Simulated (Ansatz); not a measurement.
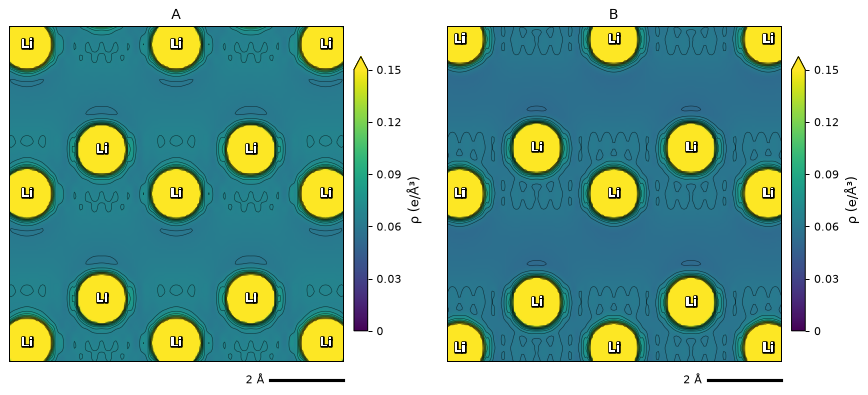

Li. The valence pseudo-density of two cells that differ in size, on the (110) plane of each (indices in the axes of the calculation cell), at one length scale and on one colour scale: B has 18.7 Å³ an atom and A 16.9.

Method: DFT PBE+D3(BJ), scalar-relativistic, plane waves, PAW (Ansatz).

Core electrons are frozen (PAW), and the valence fields are smoothed inside the atomic spheres.

Q: What does the compression do to the bonding and the properties?

A: From the larger cell to the smaller, Li–Li goes from 2.45 to 2.37 Å, and the density at its midpoint from 0.06 to 0.06 e/Å³; the pressure goes from 0.1 to 1.7 GPa.
